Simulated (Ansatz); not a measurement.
**Run report: GaSb3, single-point calculation**

System: GaSb3 (4 atoms in the cell).
Method: DFT PBE, scalar-relativistic, plane waves, PAW, no spin polarisation (Ansatz 0.2.0).

The structure was made by a generator, so it may or may not be a known phase. Figures and captions count atoms from 1; the log counts them from 0 in places.

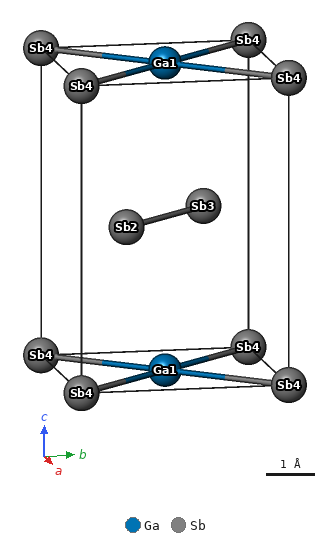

**Figure 1.** The input geometry (ball-and-stick view of the cell of the calculation, seen slightly off an axis; atoms are numbered from 1 in the order of the input). Near neighbours in the crystal (not all of them lie inside the picture): Ga has 4 Sb at 3.14 to 3.21 Å; Sb has 3 Sb at 2.96 to 3.15 Å; Sb has 4 Ga at 3.14 to 3.21 Å.

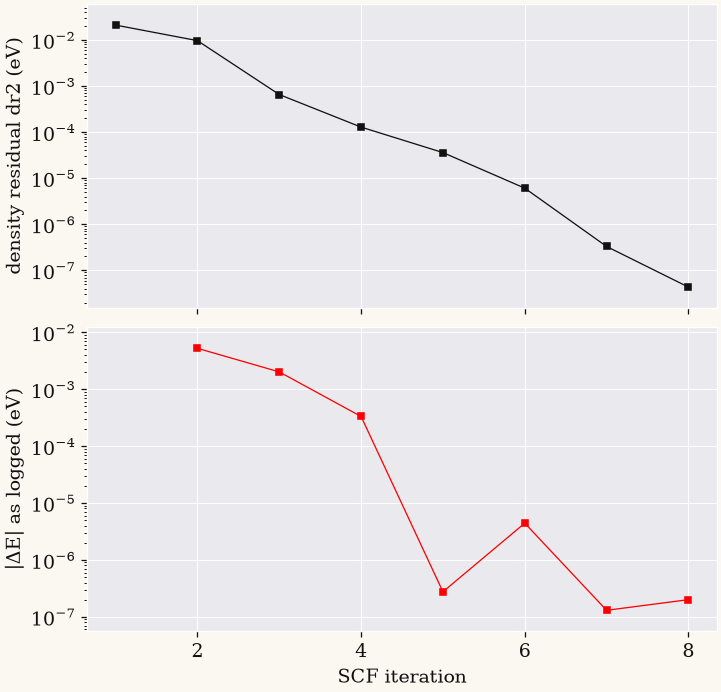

**Figure 2.** Convergence of the self-consistent field: density residual dr2 and size of the energy change against the SCF iteration. The residual falls at every step.

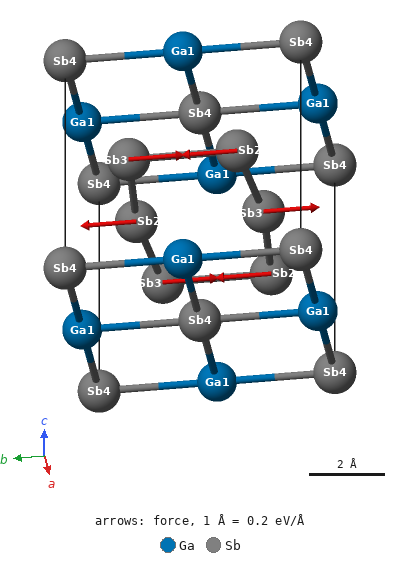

**Figure 3.** Forces on the atoms as red arrows (ball-and-stick view of the cell 2 times as large as that of the calculation, set on its symmetry axes, seen at an oblique angle; atoms are numbered from 1 in the order of the input). The largest act on Sb2, Sb3 (0.31 eV/Å). The geometry is not a stationary point of this energy.

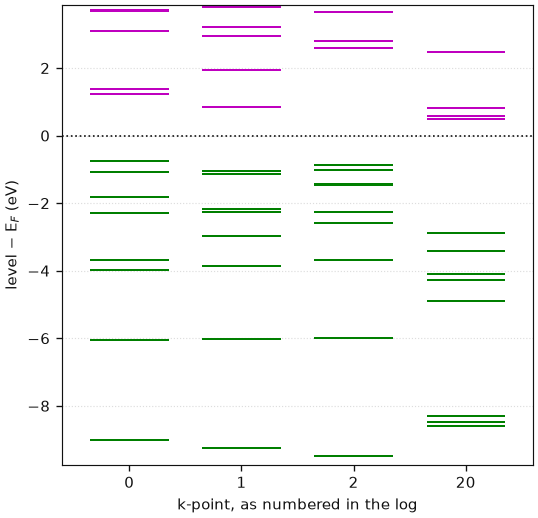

**Figure 4.** Kohn–Sham levels near the Fermi level (dotted) at the few k-points that the log prints; levels within 0.02 eV of each other stand side by side. The system is metallic on the full mesh.

These pictures come from the run below.

### Input
```yaml
crystal:
  lattice:
    - [3.14375811, -3.21381628, 0.0]
    - [3.14375811, 3.21381628, 0.0]
    - [0.0, 0.0, 6.62034026]
  atoms:
    - { symbol: Ga, position: [0.5, 0.5, 0.0] }
    - { symbol: Sb, position: [0.7301653, 0.2698347, 0.5] }
    - { symbol: Sb, position: [0.2698347, 0.7301653, 0.5] }
    - { symbol: Sb, position: [0.0, 0.0, 0.0] }
basis:
  ecutwfc: 420
kpoints:
  mp_grid: { grid: [4, 4, 4] }
hamiltonian:
  xc: pbe
scf:
  occupations: { method: gaussian, width: 0.1 }
  lower_state_search: "off"
output:
  forces: true
  stress: true
  eigenvalues: true
```

Command:
```bash
ansatz run input.yaml --threads 1 --pin off --max-ram 2560MiB --backend cpu --events-out ev --progress --plain --runs-dir out
```

### The program's output
```
Engine: ansatz 0.2.0, x86_64-unknown-linux-gnu
Pseudopotentials: kind: paw
Pseudopotential: Ga, paw, valence charge 13, recommended cutoff 420 eV (normal), Ga.paw.azcp
Pseudopotential: Sb, paw, valence charge 15, recommended cutoff 420 eV (normal), Sb.paw.azcp
Functional definition: PBE
  parameter kappa = 0.804
  parameter beta = 0.06672455060314922
  exchange = pbe_x(kappa = kappa, mu = beta*pi^2/3)
  correlation = pbe_c(beta = beta)
Crystal: 4 atoms, lattice volume = 133.777 Å³
Basis set: ecut = 420 eV, 2635 PW (Γ), exchange–correlation on 64×64×90 points (8 copies of the dense FFT grid, shifted against one another)
Bands: 35, of which v1, the nominal top of the filled ones, is band 29 counted from 1 (28 counted from 0)
Symmetry: 8 space group operations
Space group: Cmmm (ITA 65), of the structure as read, at distance tolerance 5.1e-5 Å
k-points: 21 of 64
Non-local potential: Ga, projectors of the file, l = 0: 2, l = 1: 2, l = 2: 3, l = 3: 1
Non-local potential: Sb, projectors of the file, l = 0: 2, l = 1: 2, l = 2: 2, l = 3: 2
PAW form: soft (Blöchl's): semilocal exchange-correlation on the pseudo side does not see the compensation charge
PAW one-centre angular grid: Ga, 590 points (default); XC on 64 Gauss nodes
PAW one-centre angular grid: Sb, 590 points (default); XC on 64 Gauss nodes
Initial density: superposition of atomic densities (neutral atoms: chi_scale 0, normalization atom), corrected by the library's trained network
Initial wavefunctions: pseudopotential atomic-orbital guess
Functional: x = pbe(κ = 0.804, μ = 0.2195149727645171), c = pbe(β = 0.06672455060314922)
SCF iter   1: F=—  HF=-23235.323513 eV  |F-HF|=—  |Δ(HF+E_count)|=         —  Δρ=2.50e-3  dr2=2.09e-2  ethr=1.77e-3  ⟨swp⟩=6.8  Hψ=3007  notcnv=0
preconditioner: auto → Kerker (q_TF=auto, 2.374 Å⁻¹)  [metal: Δε(μ)=0.016 eV  Ē_g=10.585 eV  σ=0.100 eV  W_gap=0.09  n_scr=36 (ndim 8)  ℏωp=17.0 eV  f_vac=0.000  D(μ)=3.52/eV (n_scr^D=24)]
SCF iter   2: F=—  HF=-23235.318297 eV  |F-HF|=—  |Δ(HF+E_count)|=   5.22e-3  Δρ=1.69e-3  dr2=9.61e-3  ethr=3.60e-5  ⟨swp⟩=2.2  Hψ=1384  notcnv=0  defer=1
SCF iter   3: F=—  HF=-23235.316284 eV  |F-HF|=—  |Δ(HF+E_count)|=   2.01e-3  Δρ=7.40e-4  dr2=6.51e-4  ethr=1.66e-5  ⟨swp⟩=2.9  Hψ=1322  notcnv=0  defer=1
SCF iter   4: F=—  HF=-23235.315953 eV  |F-HF|=—  |Δ(HF+E_count)|=   3.31e-4  Δρ=3.17e-4  dr2=1.28e-4  ethr=1.12e-6  ⟨swp⟩=2.0  Hψ=1301  notcnv=0  defer=1
SCF iter   5: F=—  HF=-23235.315953 eV  |F-HF|=—  |Δ(HF+E_count)|=   2.75e-7  Δρ=1.65e-4  dr2=3.59e-5  ethr=2.21e-7  ⟨swp⟩=2.0  Hψ=1244  notcnv=0  defer=1
SCF iter   6: F=—  HF=-23235.315958 eV  |F-HF|=—  |Δ(HF+E_count)|=   4.42e-6  Δρ=6.28e-5  dr2=6.07e-6  ethr=6.19e-8  ⟨swp⟩=3.0  Hψ=1363  notcnv=0  defer=1
SCF iter   7: F=—  HF=-23235.315958 eV  |F-HF|=—  |Δ(HF+E_count)|=   1.30e-7  Δρ=1.31e-5  dr2=3.30e-7  ethr=1.05e-8  ⟨swp⟩=2.0  Hψ=1318  notcnv=0  defer=1
SCF iter   8: F=-23235.315958 eV  HF=-23235.315958 eV  |F-HF|=4.73e-10  |Δ(HF+E_count)|=   2.00e-7  Δρ=3.62e-6  dr2=4.34e-8  ethr=1.72e-10  ⟨swp⟩=9.3  Hψ=3045  notcnv=0
SCF 1 converged in 8 iterations: F = -23235.315958 eV  dr2 = 4.34e-8
  greatest PAW one-centre occupation: 0.996 electrons in one spin orbital (limit 2), on the Sb atom at site 2 (counted from 0), in its partial waves of l = 2
SCF converged after 8 iterations
Free energy (F): -23235.315958 eV
Harris-Foulkes:  -23235.315958 eV  (|F-HF|=4.73e-10)
Internal energy: -23235.297456 eV  (E = F + TS)
E sigma→0 (E₀):  -23235.306707 eV
Entropy (-TS):   -0.018502 eV (-4.625 meV/atom)
Fermi energy:    7.074335 eV
--- Per-component energies (eV) ---
  E_band       = -684.388965
  E_kinetic    = 725.209842
  E_local      = -7153.353007  (includes V_loc(G=0)·N_el)
  E_nonlocal   = 1506.096536
  E_hartree    = 3230.965293
  E_xc         = -479.382311
  E_vxc        = -339.481240  (∫ρ·V_xc dr)
  E_paw        = -15709.075061  (= ΣΔE_a)
  E_vpaw       = -1884.794873  (= ΣTr[D̂ρ^β])
  E_aug_tail   = -0.000116  (compensation charges beyond the density's cutoff)
  E_ewald      = -5355.758632
  E_smearing   = -0.018502  (= −TS)
  E_closure    = 0.000000  (closes the sum)
  Σ components = -23235.315958   (vs F -23235.315958, Δ=0.00e0)
--- Forces (eV/Å), atoms counted from 1 ---
  atom   1  Ga     0.00000000     0.00000000     0.00000000
  atom   2  Sb     0.00000000     0.30776191     0.00000000
  atom   3  Sb     0.00000000    -0.30776191     0.00000000
  atom   4  Sb     0.00000000     0.00000000     0.00000000
  max |Σ_I F_I| component: 0.00e0 eV/Å
--- Stress (GPa, compression-positive) ---
       -3.611125       0.000000       0.000000
        0.000000      -6.132904       0.000000
        0.000000       0.000000      -7.493821
  P = ⅓ Tr σ = -5.7459 GPa (-57.459 kbar)
--- Band table (eV; the first three rows and the last of 21) ---
  k-point 0: bands = ["-21.9266", "-21.8844", "-21.8771", "-21.8595", "-21.8524", "-21.8486", "-21.8450", "-21.8272", "-21.8261", "-21.8174", "-21.8043", "-21.7907", "-21.7865", "-21.7685", "-21.7062", "-7.6655", "-7.6474", "-7.6290", "-7.6137", "-7.6106", "-3.9390", "-1.9229", "1.0217", "3.1058", "3.3816", "4.7994", "5.2708", "5.9989", "6.3352", "8.3208", "8.4563", "10.1620", "10.7677", "10.8047", "11.6861"]
  k-point 1: bands = ["-21.9265", "-21.8849", "-21.8773", "-21.8596", "-21.8527", "-21.8480", "-21.8446", "-21.8282", "-21.8251", "-21.8173", "-21.8046", "-21.7908", "-21.7861", "-21.7685", "-21.7061", "-7.6651", "-7.6475", "-7.6290", "-7.6137", "-7.6106", "-3.8439", "-2.1680", "1.0470", "3.2091", "4.1106", "4.8091", "4.9045", "5.9372", "6.0215", "7.9316", "9.0160", "10.0227", "10.2812", "10.8981", "11.2610"]
  k-point 2: bands = ["-21.9265", "-21.8855", "-21.8774", "-21.8596", "-21.8529", "-21.8474", "-21.8443", "-21.8288", "-21.8245", "-21.8173", "-21.8049", "-21.7908", "-21.7857", "-21.7685", "-21.7061", "-7.6647", "-7.6475", "-7.6290", "-7.6136", "-7.6105", "-3.7236", "-2.4219", "1.0732", "3.3853", "4.5023", "4.8189", "5.6139", "5.6521", "6.0448", "6.1987", "9.6782", "9.8844", "10.7483", "10.9831", "10.9950"]
  k-point 20: bands = ["-21.8990", "-21.8849", "-21.8801", "-21.8595", "-21.8509", "-21.8454", "-21.8311", "-21.8238", "-21.8185", "-21.8119", "-21.8019", "-21.8017", "-21.7867", "-21.7669", "-21.7522", "-7.6575", "-7.6496", "-7.6308", "-7.6305", "-7.6005", "-1.5122", "-1.4068", "-1.2223", "2.1708", "2.8012", "2.9734", "3.6657", "4.1887", "7.5571", "7.6440", "7.8993", "9.5624", "12.0783", "12.3258", "12.4766"]
```

### Key numbers

- outcome: converged
- space group (tolerance 0.01 Å): Cmmm (65)
- electrons treated: 58
- free energy: −23235.3160 eV
- Fermi energy: 7.074 eV
- gap on the k-point mesh: none (metallic)
- pressure: −5.75 GPa
- largest force (length of the vector): 0.308 eV/Å
- hardware: 1 thread of Intel Xeon @ 2.70GHz, 189 GiB of memory available, shared host
- wall time: 5.9 s
- peak memory: 0.42 GiB
